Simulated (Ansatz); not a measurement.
HfO$_{6}$: single-point calculation

- system: HfO$_{6}$ (7 atoms in the cell)
- method: DFT with PBE, PAW plane waves, no spin polarisation (Ansatz 0.2.0)

The structure is a generated one, with these elements put on the sites of a known structure type; it need not be a known phase. Figures and captions count atoms from 1; the log counts them from 0 in places.

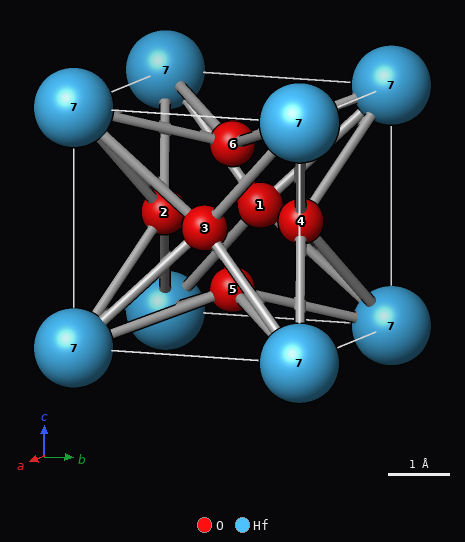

**Figure 1.** The structure (ball-and-stick view of the cell of the calculation, seen slightly off an axis; atoms are numbered from 1 in the order of the input).

Summary

```json
{"quantity": "outcome", "value": "converged"}
{"quantity": "space group (tolerance 0.01 Å)", "value": "Pm-3m (221)"}
{"quantity": "electrons treated", "value": "62"}
{"quantity": "free energy", "value": "−19091.2382 eV"}
{"quantity": "Fermi energy", "value": "14.156 eV"}
{"quantity": "pressure", "value": "84.43 GPa"}
{"quantity": "largest force (length of the vector)", "value": "10.355 eV/Å"}
{"quantity": "hardware", "value": "1 thread of an Arm (aarch64) CPU, shared host"}
{"quantity": "wall time", "value": "24 s"}
{"quantity": "peak memory", "value": "0.36 GiB"}
```

Spin–orbit coupling is left out, which matters for Hf. The cell is under a pressure of 84 GPa at this level, so it is not at its equilibrium volume.

The input
```yaml
crystal:
  lattice:
    - [4.015744, 0.0, 0.0]
    - [0.0, 4.015744, 0.0]
    - [0.0, 0.0, 4.015744]
  atoms:
    - { symbol: O, position: [0.197, 0.5, 0.5] }
    - { symbol: O, position: [0.5, 0.197, 0.5] }
    - { symbol: O, position: [0.803, 0.5, 0.5] }
    - { symbol: O, position: [0.5, 0.803, 0.5] }
    - { symbol: O, position: [0.5, 0.5, 0.197] }
    - { symbol: O, position: [0.5, 0.5, 0.803] }
    - { symbol: Hf, position: [0.0, 0.0, 0.0] }
  symmetry: { tolerance: 0.0003 }
kpoints:
  mp_grid: { grid: [6, 6, 6], shift: [0, 0, 0] }
  band_path:
    path:
      - [0.0, 0.0, 0.0]
      - [0.0, 0.5, 0.0]
      - [0.5, 0.5, 0.0]
      - [0.0, 0.0, 0.0]
      - [0.5, 0.5, 0.5]
      - [0.0, 0.5, 0.0]
      - [0.5, 0.5, 0.5]
      - [0.5, 0.5, 0.0]
    npoints: 10
magnetization:
  spin_polarized: false
scf:
  occupations: { method: gaussian, width: 0.0117 }
  lower_state_search: "off"
  max_iter: 200
hamiltonian:
  pseudopotentials: { kind: paw }
  xc: pbe
basis:
  ecutwfc: 420
  fft_grid_basis: typed
output:
  forces: true
  stress: true
  eigenvalues: true
  bader: true
  populations: true
  elf: true
  write_potential: true
  volumetric_format: npy
  dos:
    e_range: [-12, 8]
    de: 0.05
    projected: { site_lists: { Hf: [Hf], O: [O] } }
  write_density: true
checkpoint:
  read: saved_state
```

Launch command:
```bash
ansatz run input.yaml --threads 1 --pin off --max-ram 2560MiB --backend cpu --events-out ev --progress --plain --runs-dir out
```

Log
```
Warning: checkpoint.read: basis.xc_grid differs: saved 1, current 2 (points along each axis for each point of the dense box; where the key is left out runs that use forces, runs that use the stress, dielectric runs by a finite field, finite-displacement phonons, runs of phonons.displacement_patterns under a GGA or a meta-GGA, phonons by method: dfpt, dielectric runs by the response, runs on support functions, runs on PAW files under a meta-GGA or a hybrid on one, runs at kind: all_electron or under a hybrid on a GGA, runs under a text's formulas of a gradient, and runs on PAW files that evaluate rPW86 or Becke's exchange or LYP's correlation can take a finer level, which can go by the root key accuracy; a number is taken as typed: the saved number, typed, holds this deck to the state's level, where the deck is accepted there); the SCF iterates at this deck's level from the saved density; a trajectory continued from that state goes on on another energy surface; basis.xc_grid: 1, typed and accepted, keeps it on the saved one
Engine: ansatz 0.2.0, aarch64-unknown-linux-gnu
Pseudopotentials: kind: paw
Pseudopotential: O, paw, valence charge 6, recommended cutoff 420 eV (normal), O.paw.azcp
Pseudopotential: Hf, paw, valence charge 26, recommended cutoff 420 eV (normal), Hf.paw.azcp
Functional definition: PBE
  parameter kappa = 0.804
  parameter beta = 0.06672455060314922
  exchange = pbe_x(kappa = kappa, mu = beta*pi^2/3)
  correlation = pbe_c(beta = beta)
Crystal: 7 atoms, lattice volume = 64.759 Å³
Basis set: ecut = 420 eV, 1309 PW (Γ), exchange–correlation on 54×54×54 points (8 copies of the dense FFT grid, shifted against one another)
Bands: 38, of which v1, the nominal top of the filled ones, is band 31 counted from 1 (30 counted from 0)
Symmetry: 48 space group operations
Space group: Pm-3m (ITA 221), of the structure as read, at distance tolerance 1.2e-3 Å
k-points: 20 of 216
Non-local potential: O, projectors of the file, l = 0: 2, l = 1: 2, l = 2: 1
Non-local potential: Hf, projectors of the file, l = 0: 3, l = 1: 2, l = 2: 2, l = 3: 3
PAW form: soft (Blöchl's): semilocal exchange-correlation on the pseudo side does not see the compensation charge
PAW one-centre angular grid: O, 110 points (default); XC on 64 Gauss nodes
PAW one-centre angular grid: Hf, 590 points (default); XC on 64 Gauss nodes
Initial density: read from a saved state, or passed on in memory by an earlier SCF of this step, an earlier step, the calling program or the single point that the run made first
Initial wavefunctions: pseudopotential atomic-orbital guess
Functional: x = pbe(κ = 0.804, μ = 0.2195149727645171), c = pbe(β = 0.06672455060314922)
iter 1 solved again at ethr=3.14e-4 eV; its pass at ethr=3.10e-3 eV (dr2=1.95e-1 eV) is discarded
SCF iter   1: F=—  HF=-19091.252467 eV  |F-HF|=—  |Δ(HF+E_count)|=         —  Δρ=1.26e-2  dr2=1.92e-1  ethr=3.14e-4  ⟨swp⟩=1.2  Hψ=3269  notcnv=0
preconditioner: auto → Resta (q_TF=auto, 2.709 Å⁻¹)  ε∞=7.1  [insulator: Δε(μ)=0.033 eV  Ē_g=14.478 eV  σ=0.012 eV  W_gap=0.58  n_scr=18 (ndim 8)  ℏωp=35.7 eV  f_vac=0.000  D(μ)=11.08/eV (n_scr^D=178)  ε∞_Penn≈7.1]
SCF iter   2: F=—  HF=-19091.243291 eV  |F-HF|=—  |Δ(HF+E_count)|=   9.18e-3  Δρ=5.19e-3  dr2=4.48e-2  ethr=3.10e-4  ⟨swp⟩=1.0  Hψ=760  notcnv=0
SCF iter   3: F=—  HF=-19091.239948 eV  |F-HF|=—  |Δ(HF+E_count)|=   3.34e-3  Δρ=1.64e-3  dr2=4.85e-3  ethr=7.22e-5  ⟨swp⟩=1.8  Hψ=788  notcnv=0
SCF iter   4: F=—  HF=-19091.239427 eV  |F-HF|=—  |Δ(HF+E_count)|=   5.21e-4  Δρ=2.41e-4  dr2=2.18e-5  ethr=7.83e-6  ⟨swp⟩=2.0  Hψ=931  notcnv=0
SCF iter   5: F=—  HF=-19091.238243 eV  |F-HF|=—  |Δ(HF+E_count)|=   1.18e-3  Δρ=6.13e-5  dr2=2.40e-6  ethr=3.51e-8  ⟨swp⟩=2.0  Hψ=1357  notcnv=0
SCF iter   6: F=—  HF=-19091.238244 eV  |F-HF|=—  |Δ(HF+E_count)|=   1.65e-6  Δρ=3.26e-5  dr2=7.13e-7  ethr=3.87e-9  ⟨swp⟩=2.1  Hψ=1394  notcnv=0
SCF iter   7: F=—  HF=-19091.238243 eV  |F-HF|=—  |Δ(HF+E_count)|=   1.94e-6  Δρ=1.46e-5  dr2=1.67e-7  ethr=1.15e-9  ⟨swp⟩=2.2  Hψ=1380  notcnv=0
SCF iter   8: F=-19091.238243 eV  HF=-19091.238243 eV  |F-HF|=1.99e-9  |Δ(HF+E_count)|=   6.53e-8  Δρ=3.39e-6  dr2=9.09e-9  ethr=1.61e-10  ⟨swp⟩=7.0  Hψ=4399  notcnv=0
SCF 1 converged in 8 iterations: F = -19091.238243 eV  dr2 = 9.09e-9
  greatest PAW one-centre occupation: 0.999 electrons in one spin orbital (limit 2), on the Hf atom at site 6 (counted from 0), in its partial waves of l = 3
```

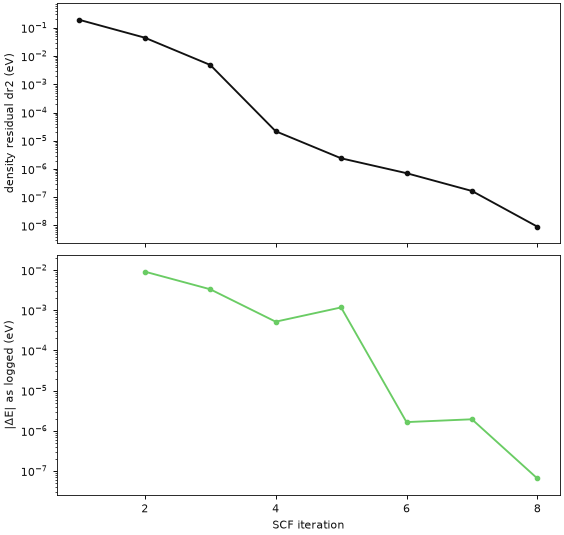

**Figure 2.** Convergence of the self-consistent field: density residual dr2 and size of the energy change against the SCF iteration. The residual falls at every step.

```
NSCF: frozen V_eff on 71 k-points
SCF converged after 8 iterations
Free energy (F): -19091.238243 eV
Harris-Foulkes:  -19091.238243 eV  (|F-HF|=1.99e-9)
Internal energy: -19091.237913 eV  (E = F + TS)
E sigma→0 (E₀):  -19091.238078 eV
Entropy (-TS):   -0.000330 eV (-0.047 meV/atom)
Fermi energy:    14.155535 eV
--- Per-component energies (eV) ---
  E_band       = -65.345678
  E_kinetic    = 1486.542791
  E_local      = -7170.783567  (includes V_loc(G=0)·N_el)
  E_nonlocal   = -951.924218
  E_hartree    = 3088.654406
  E_xc         = -744.472010
  E_vxc        = -834.019027  (∫ρ·V_xc dr)
  E_paw        = -7863.079252  (= ΣΔE_a)
  E_vpaw       = 1227.514042  (= ΣTr[D̂ρ^β])
  E_aug_tail   = 0.013327  (compensation charges beyond the density's cutoff)
  E_ewald      = -6936.189390
  E_smearing   = -0.000330  (= −TS)
  E_closure    = -0.000000  (closes the sum)
  Σ components = -19091.238243   (vs F -19091.238243, Δ=0.00e0)
--- Forces (eV/Å), atoms counted from 1 ---
  atom   1  O    -10.35525791     0.00000000     0.00000000
  atom   2  O     -0.00000000   -10.35525791     0.00000000
  atom   3  O     10.35525791    -0.00000000     0.00000000
  atom   4  O      0.00000000    10.35525791    -0.00000000
  atom   5  O     -0.00000000     0.00000000   -10.35525791
  atom   6  O      0.00000000    -0.00000000    10.35525791
  atom   7  Hf    -0.00000000     0.00000000     0.00000000
  max |Σ_I F_I| component: 3.63e-15 eV/Å
--- Stress (GPa, compression-positive) ---
       84.426715       0.000000       0.000000
        0.000000      84.426715       0.000000
        0.000000       0.000000      84.426715
  P = ⅓ Tr σ = 84.4267 GPa (844.267 kbar)
--- Band table (eV; the first three rows and the last of 20) ---
  k-point 0: bands = ["-50.7091", "-19.2234", "-19.2234", "-19.2234", "-13.4963", "-6.6525", "-6.6525", "-5.3234", "-5.3234", "-5.3234", "-0.7134", "-0.6908", "-0.6908", "-0.6908", "-0.6630", "-0.6630", "-0.6630", "-0.0519", "6.6547", "6.6547", "6.6547", "8.5027", "8.5027", "8.5027", "9.1317", "9.1317", "9.1317", "11.7382", "11.7382", "12.5917", "13.1214", "13.1214", "15.0795", "15.0795", "15.0795", "15.6491", "15.6491", "15.6491"]
  k-point 1: bands = ["-50.7089", "-19.2337", "-19.2225", "-19.2225", "-13.3916", "-7.5423", "-6.6463", "-5.3081", "-5.3081", "-4.5464", "-0.7140", "-0.6903", "-0.6903", "-0.6893", "-0.6654", "-0.6635", "-0.6635", "0.4365", "6.1254", "6.1254", "6.6775", "7.6741", "8.6068", "8.6068", "8.8911", "9.7343", "9.7343", "11.0882", "11.7448", "13.3166", "13.4384", "13.4679", "14.8115", "14.8115", "14.9849", "15.5873", "15.5873", "16.0283"]
  k-point 2: bands = ["-50.7087", "-19.2543", "-19.2207", "-19.2207", "-13.1515", "-8.5914", "-6.6339", "-5.2769", "-5.2769", "-3.7999", "-0.7150", "-0.6894", "-0.6894", "-0.6861", "-0.6681", "-0.6645", "-0.6645", "1.8406", "5.4594", "5.4594", "5.9474", "6.7246", "8.4925", "8.5344", "8.5344", "9.9431", "10.9607", "10.9607", "11.7533", "14.0933", "14.1130", "14.5176", "14.5176", "14.7996", "15.0721", "15.0889", "15.0889", "16.0293"]
  k-point 19: bands = ["-50.7075", "-19.2472", "-19.2472", "-19.2472", "-11.8076", "-8.9301", "-8.9301", "-8.9301", "-0.7131", "-0.6870", "-0.6870", "-0.6870", "-0.6675", "-0.6675", "-0.6675", "0.0117", "0.0117", "3.9575", "3.9575", "3.9575", "4.1982", "4.1982", "4.1982", "10.3281", "12.3349", "12.3349", "12.3349", "12.3752", "12.3752", "12.3752", "12.8315", "12.8315", "12.8315", "15.1467", "15.4783", "15.4783", "15.8012", "15.8012"]
--- Löwdin populations: 7 sites ---
  site symbol       q [e]
     0      O      6.1516
     1      O      6.1516
     2      O      6.1516
     3      O      6.1516
     4      O      6.1516
     5      O      6.1516
     6     Hf     24.8710
  spilling = 0.003533 (of n_electrons = 62.000000)
--- Bader charges: 7 sites ---
  site symbol  charge [e]  shift [e]
     0      O     -0.2919     0.0000
     1      O     -0.2919     0.0000
     2      O     -0.2919     0.0000
     3      O     -0.2919     0.0000
     4      O     -0.2919     0.0000
     5      O     -0.2919     0.0000
     6     Hf      1.7512     0.0000
  estimated error of the sums over rays = 1.4e-4 e
```

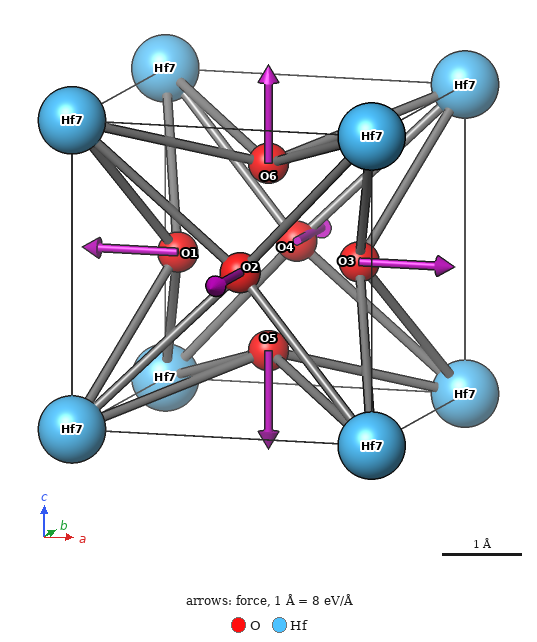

**Figure 3.** Forces on the atoms as pink arrows (ball-and-stick view of the cell of the calculation, seen slightly off an axis; atoms are numbered from 1 in the order of the input). The largest act on all 6 O atoms (10.36 eV/Å). The geometry is not a stationary point of this energy.

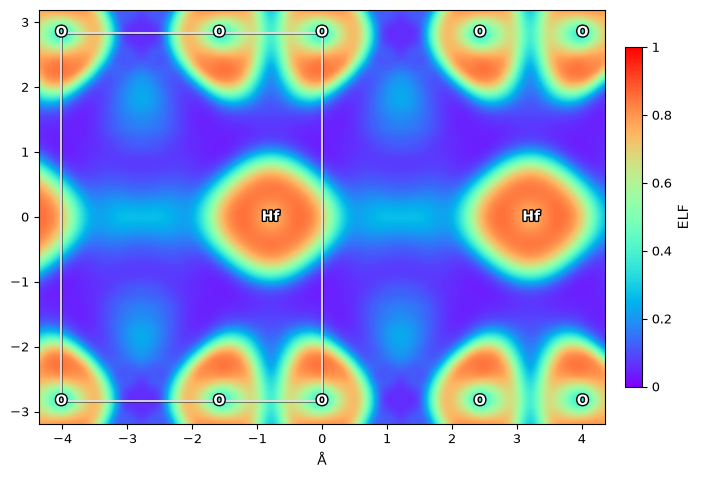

**Figure 4.** Electron localisation function on the (110) plane of the conventional cell. The section cuts through O and Hf sites. The strong features right at Hf lie inside the PAW spheres (semicore, d or f shells) and say nothing about bonding. Core electrons are frozen (PAW), so the fields are smoothed inside the atomic spheres.
